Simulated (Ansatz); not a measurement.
System: P.

The calculation's input:

```
crystal:
  lattice:
    - [3.7145527969, 0.0, 0.0]
    - [0.0, 39.4302734559, 0.0]
    - [0.0, 0.0, 4.63208471]
  atoms:
    - { symbol: P, position: [0.0, 0.97026143, 0.59215072] }
    - { symbol: P, position: [0.0, 0.02973857, 0.40784928] }
    - { symbol: P, position: [0.5, 0.02973857, 0.09215072] }
    - { symbol: P, position: [0.5, 0.97026143, 0.90784928] }
basis:
  ecutwfc: 420
kpoints:
  mp_grid: { grid: [8, 1, 6] }
hamiltonian:
  xc: pbesol
scf:
  occupations: { method: gaussian, width: 0.05 }
output:
  forces: true
  stress: true
  eigenvalues: true
  write_density: true
  write_potential: true
  elf: true
  volumetric_format: npy
```

Run with:

```sh
ansatz run input.yaml --threads 1 --pin off --max-ram 2560MiB --backend cpu --events-out ev --progress --plain --runs-dir out
```

Below, planes, directions and counts refer to the conventional cell (a = 3.71 Å, b = 39.43 Å, c = 4.63 Å, α = 90.00°, β = 90.00°, γ = 90.00°).

Space group Pmna; a structure from a database of computed crystals, not necessarily the ambient phase; changed on purpose from its base cell (strain +0.1312 x Voigt [1, 1, 0, 0, 0, 0], atoms carried along); not relaxed (largest force 1.4 eV/Å).

Method: Ansatz 0.2.0, DFT PBEsol, scalar-relativistic, plane waves, PAW.

Predict the valence pseudo-density and electron localisation function between the atoms.

P–P (2.36 Å): the density is about 0.6 e/Å³ at the midpoint; the ELF peaks at about 0.85 between the atoms; a shared electron pair.

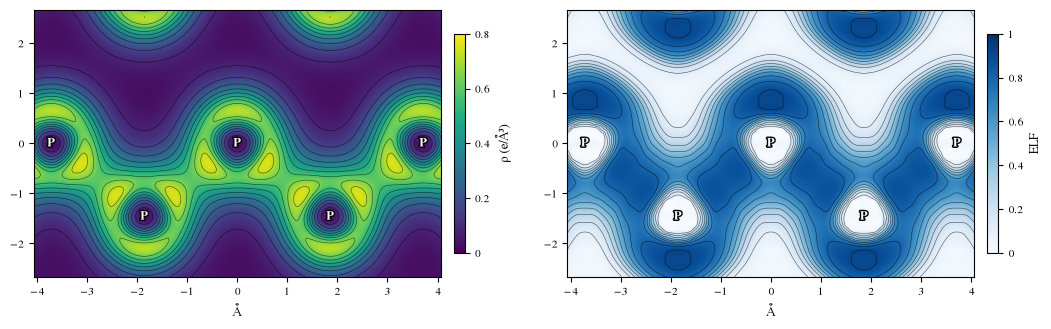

Computed valence pseudo-density and electron localisation function on the (010) plane of the conventional cell, in this order. 

Core electrons are frozen (PAW), and the valence fields are smoothed inside the atomic spheres.
